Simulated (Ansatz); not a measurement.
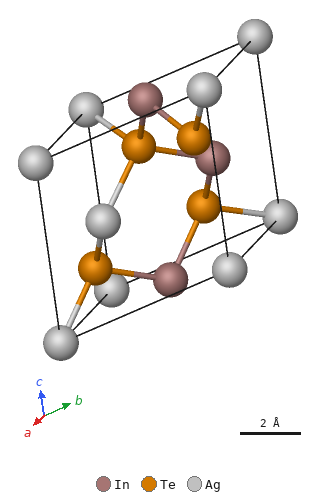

Starting frame of a dynamics run of an 8-atom cell of InAgTe2 (set up in I-42d). The picture is a ball-and-stick view of the simulation cell, seen slightly off an axis. Bonds to atoms that aren't drawn are left out.

Computed with DFT, PAW plane waves, PBE in Ansatz.

Input
```yaml
crystal:
  lattice:
    - [0.0, 6.561287, 2.6e-07]
    - [6.561287, 0.0, 2.6e-07]
    - [3.28064375, 3.28064375, -6.40844474]
  atoms:
    - { symbol: In, position: [0.5, 0.5, 0.0] }
    - { symbol: In, position: [0.25, 0.75, 0.5] }
    - { symbol: Te, position: [0.375, 0.3868, 0.75] }
    - { symbol: Te, position: [0.6132, 0.125, 0.25] }
    - { symbol: Te, position: [0.875, 0.8632, 0.75] }
    - { symbol: Te, position: [0.1368, 0.625, 0.25] }
    - { symbol: Ag, position: [0.0, 0.0, 0.0] }
    - { symbol: Ag, position: [0.75, 0.25, 0.5] }
kpoints:
  mp_grid: { grid: [3, 3, 3] }
magnetization:
  spin_polarized: false
scf:
  occupations: { method: fermi_dirac, width: 0.05 }
hamiltonian:
  pseudopotentials: { kind: paw }
  xc: pbe
basis:
  ecutwfc: 420
md:
  timestep: 3.0
  n_steps: 30
  ensemble: nvt_langevin
  temperature: 600.0
  initial_velocities: maxwell_boltzmann
  seed: 17970
```

Run as
```bash
ansatz run input.yaml --threads 2 --pin off --max-ram 2560MiB --backend cpu --events-out ev --progress --plain --runs-dir out
```

Question: What does the trajectory do?

Answer: Over the second half the temperature averages 522 K (spread ±58 K). The potential energy in the second half lies on average 37.0 meV per atom above the first frame. Root-mean-square distances from the starting positions over the second half, with the common drift of all atoms taken out: Ag 0.24 Å, Te 0.19 Å, In 0.12 Å. The run lasts only 90 fs, too short to tell vibration from diffusion.

Along the run (each row but the first and the last is the mean over the interval that it begins):

```csv
time (fs),potential energy (meV/atom),T (K)
0.0,0.0,525
9.0,-2.0,513
18.0,0.7,567
27.0,7.3,592
36.0,16.8,527
45.0,26.4,450
54.0,36.2,490
63.0,40.5,506
72.0,39.8,570
81.0,40.3,574
90.0,42.3,587
```

The paths of the atoms, magnified 2 times:

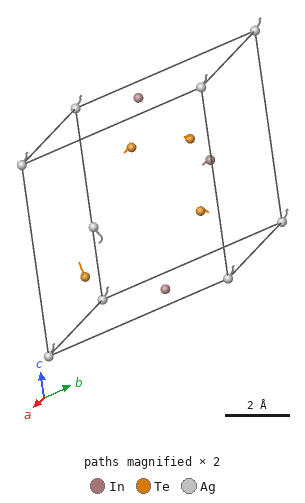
